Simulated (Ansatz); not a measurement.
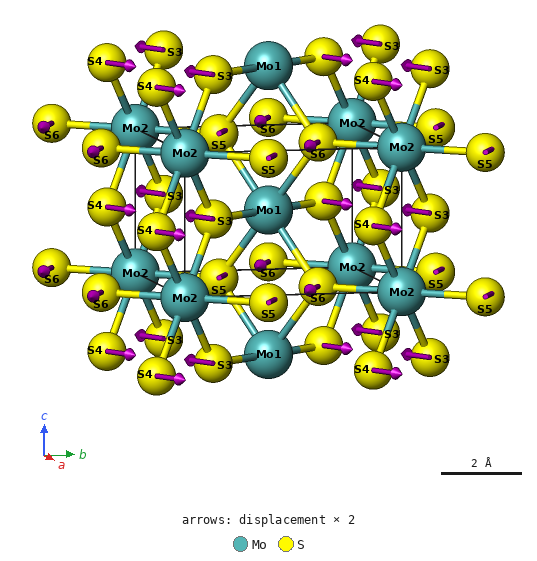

A relaxation of a crystal of MoS₂ (built on the MgF2-58 type type). The starting structure is drawn; purple arrows show the displacements (the part carried along by the change of the cell is left out), magnified 2 times.

Style: ball-and-stick. Shown: the cell of the calculation, slightly off an axis.

The calculation used DFT, PBEsol, plane waves, PAW in Ansatz 0.2.0.

The input:
```yaml
crystal:
  lattice:
    - [5.51435212, 0.0, 0.0]
    - [0.0, 5.62238128, 0.0]
    - [0.0, 0.0, 3.6718967]
  atoms:
    - { symbol: Mo, position: [0.5, 0.5, 0.5] }
    - { symbol: Mo, position: [0.0, 0.0, 0.0] }
    - { symbol: S, position: [0.785832, 0.179816, 0.5] }
    - { symbol: S, position: [0.214168, 0.820184, 0.5] }
    - { symbol: S, position: [0.285832, 0.320184, 0.0] }
    - { symbol: S, position: [0.714168, 0.679816, 0.0] }
kpoints:
  mp_grid: { grid: [4, 4, 6] }
hamiltonian:
  xc: pbesol
scf:
  occupations: { method: fermi_dirac, width: 0.03 }
relax:
  f_tol: 0.01
  cell: {}
  max_steps: 120
output:
  write_density: true
  write_potential: true
  elf: true
  volumetric_format: npy
```

Launched with:
```bash
ansatz run input.yaml --threads 2 --pin off --max-ram 29491MiB --backend cpu --events-out ev --progress --plain --runs-dir out
```

**Atoms of which element are displaced furthest, and by how much?**

Sulfur: up to 0.58 Å, against 0.00 Å for molybdenum.

**What did the optimiser do to the structure, and how much energy did it gain?**

The energy falls by 1.554 eV per cell of the calculation in 10 accepted moves (13 points after the start). Largest force component: 0.37 eV/Å at the start, 0.0002 eV/Å at the end. Pressure: −4.43 GPa at the start and 0.00 GPa at the end. The line search rejected the trial step at point 6 of the run. The SCF was repeated twice at an unchanged geometry on a basis and grid sized afresh for the cell, which shifted the energy by 1.2 meV per cell of the calculation at most. The largest moves relative to the cell, 0.58 Å, are those of S3, S4, S5 and S6. S6 goes along [2 −1 0]. Mo stays in place. The volume changes by −16.3 %, with a 5.514 → 5.166 Å (−6.3 %), b 5.622 → 5.948 Å (+5.8 %), c 3.672 → 3.101 Å (−15.5 %). Near-neighbour distances that change, for instance: S3–S4 3.745 → 2.503 Å, Mo1–S3 2.393 → 2.365 Å, Mo1–S5 2.406 → 2.390 Å. Among the angles between lasting bonds that change: Mo2–S3–Mo2 99.5° → 80.9°, S5–Mo1–S6 80.5° → 99.1°, S5–Mo1–S5 99.5° → 80.9°. The space group stays Pnnm (No. 58).
